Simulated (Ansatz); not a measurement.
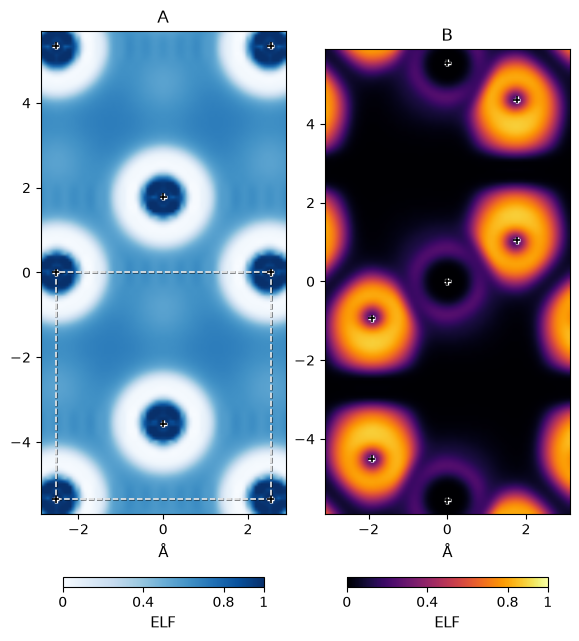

The ELF of 2 systems, each on a plane through atoms (crosses mark nuclei in the plane).

All numbers below come from DFT r2SCAN, scalar-relativistic, plane waves, PAW in Ansatz.

System 1: SnO₂, the (010) plane of the standardised cell. Space group P1; a structure from a database of computed crystals, not necessarily the ambient phase; changed on purpose from its base cell (all O atoms moved 0.1 A in one direction); not relaxed (largest force 2.0 eV/Å).

```xyz
12
Lattice="0.0000 -5.5229 0.0000 -3.1886 0.0000 0.0000 0.0000 0.0000 -11.1094" Properties=species:S:1:pos:R:3 pbc="T T T"
Sn   -1.5943   -2.8092   -5.5175
Sn    0.0000   -0.0478   -5.5175
Sn   -1.5943   -2.8092  -11.0722
Sn    0.0000   -0.0478  -11.0722
O    -1.6007   -4.5675   -6.5647
O    -0.0064   -1.8060   -6.5647
O    -1.6007   -4.5675  -10.1367
O    -0.0064   -1.8060  -10.1367
O    -0.0064   -3.6470   -4.5820
O    -1.6007   -0.8855   -4.5820
O    -0.0064   -3.6470   -1.0100
O    -1.6007   -0.8855   -1.0100
```

System 2: Li, the (110) plane of the conventional cell. Space group P6₃/mmc.

```
CELL_PARAMETERS angstrom
3.08716 0.00000 0.00000
-1.54358 2.67356 0.00000
0.00000 0.00000 5.08045
ATOMIC_POSITIONS crystal
Li 0.33333 0.66667 0.25000
Li 0.66667 0.33333 0.75000
```

**Which map belongs to which system?**

Panel A is system 2, Li: the plane holds Li. Li–Li (3.10 Å): the ELF reaches about 0.55 near the midpoint. Panel B is system 1, SnO₂: the plane holds Sn and O. Sn–O (1.99 Å): the ELF peaks at about 0.80 in the valence shell of O, 0.6 Å from its nucleus, and is about 0.25 at the midpoint (no localised pair shows between them).
